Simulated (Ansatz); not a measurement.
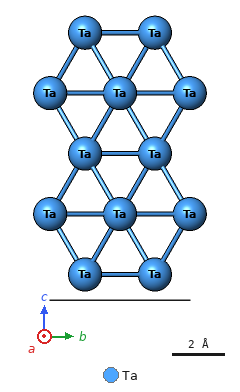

This is the input geometry for a relaxation of a slab of composition Ta (cut from the Im-3m phase). Style: ball-and-stick. Shown: the 3 × 2 repeat of the cell, outlined in the plane, without the vacuum, along the a axis.

Case: (1 1 0) slab, atoms relaxed. The slab is the (1 1 0) face of Ta.

The calculation used Ansatz 0.2.0, DFT PBE, scalar-relativistic, plane waves, PAW.

The input:
```yaml
crystal:
  lattice:
    - [2.8741561385, 0.0, 0.0]
    - [-0.9580520462, 2.7097803943, 0.0]
    - [0.0, 0.0, 24.3869546405]
  atoms:
    - { symbol: Ta, position: [0.5, 0.5, 0.307541475] }
    - { symbol: Ta, position: [0.0, 0.0, 0.4037707375] }
    - { symbol: Ta, position: [0.5, 0.5, 0.5] }
    - { symbol: Ta, position: [0.0, 0.0, 0.5962292625] }
    - { symbol: Ta, position: [0.5, 0.5, 0.692458525] }
basis:
  ecutwfc: 420
kpoints:
  mp_grid: { grid: [13, 13, 1] }
hamiltonian:
  xc: pbe
scf:
  occupations: { method: gaussian, width: 0.1 }
output:
  forces: true
  eigenvalues: true
  write_density: true
  write_potential: true
  elf: true
  volumetric_format: npy
relax:
  adjacent_minimum: "off"
  f_tol: 0.02
  max_steps: 60
efield:
  axis: 3
  dipole_correction: true
  ramp_width: 0.04
```

Command:
```bash
ansatz run input.yaml --threads 1 --pin off --max-ram 2560MiB --backend cpu --events-out ev --progress --plain --runs-dir out
```

**Predict the outcome.**

Over 3 accepted moves (4 points after the start) the energy falls by 56.8 meV per cell of the calculation. The largest force component goes from 0.52 to 0.0011 eV/Å. The line search rejected the trial step at point 1 of the run. The largest moves, 0.11 Å, are those of Ta1 and Ta5. Ta5 goes along the normal (−c). The cell stays as it was. Among the contacts that change: Ta1–Ta2 2.874 → 2.790 Å, Ta1–Ta2 (another image) 3.319 → 3.246 Å. Among the angles between lasting bonds that change: Ta2–Ta1–Ta2 70.5° → 73.0°.

History of the run:

```json
{"step": "0", "E − E(0), meV/atom": "0.00", "largest force component, eV/Å": "0.5192", "note": ""}
{"step": "1", "E − E(0), meV/atom": "4.49", "largest force component, eV/Å": "0.7983", "note": "rejected"}
{"step": "2", "E − E(0), meV/atom": "-11.20", "largest force component, eV/Å": "0.0357", "note": ""}
{"step": "3", "E − E(0), meV/atom": "-11.26", "largest force component, eV/Å": "0.0447", "note": ""}
{"step": "4", "E − E(0), meV/atom": "-11.36", "largest force component, eV/Å": "0.0011", "note": ""}
```

After the run, drawn alike:

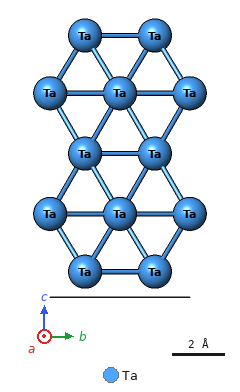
